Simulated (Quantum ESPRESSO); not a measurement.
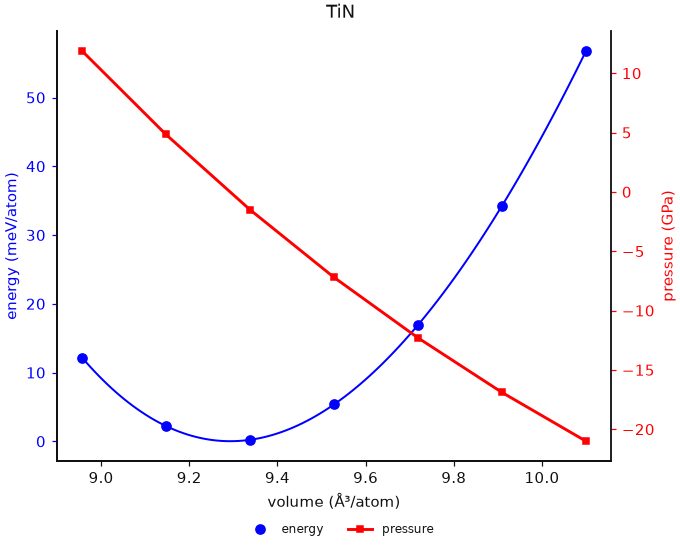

Plotted: energy and pressure against volume for TiN, space group Fm-3m (No. 225) (cell built by us, not taken from a database).

Starting cell:
```cif
data_structure
_symmetry_space_group_name_H-M 'P 1'
_symmetry_Int_Tables_number 1
_cell_length_a 2.9981
_cell_length_b 2.9981
_cell_length_c 2.9981
_cell_angle_alpha 60.000
_cell_angle_beta 60.000
_cell_angle_gamma 60.000
_cell_volume 19.06
loop_
_atom_site_label
_atom_site_type_symbol
_atom_site_fract_x
_atom_site_fract_y
_atom_site_fract_z
_atom_site_occupancy
Ti1 Ti 0.00000 0.00000 0.00000 1
N1 N 0.50000 0.50000 0.50000 1
```

Calculation (Quantum ESPRESSO 7.5): plane-wave DFT, no spin polarisation; energies at scaled volumes of the given cell, shape and fractions fixed, counted from the fit's minimum, third-order Birch-Murnaghan fit. Level: PBEsol.

k mesh 16×16×16; occupations Methfessel–Paxton; smearing width 0.2 eV; potentials GBRV 1.5 PBEsol; wave cutoff 612.3 eV; density cutoff 4898 eV.

### How stiff is the solid, and where is its volume at rest?

A third-order Birch–Murnaghan fit gives V0 = 9.29 Å³/atom, B0 = 300 GPa and B′ = 4.3.

### Read off the course of the pressure.

It falls from 11.89 GPa at volume 8.96 Å³/atom to −21.01 GPa at 10.10 Å³/atom, and changes sign near 9.29 Å³/atom.

The computed values:

```tsv
volume (Å³/atom)	energy (meV/atom)	pressure (GPa)
8.96	12.16	11.89
9.15	2.20	4.84
9.34	0.20	-1.50
9.53	5.36	-7.20
9.72	16.93	-12.30
9.91	34.28	-16.90
10.10	56.80	-21.01
```
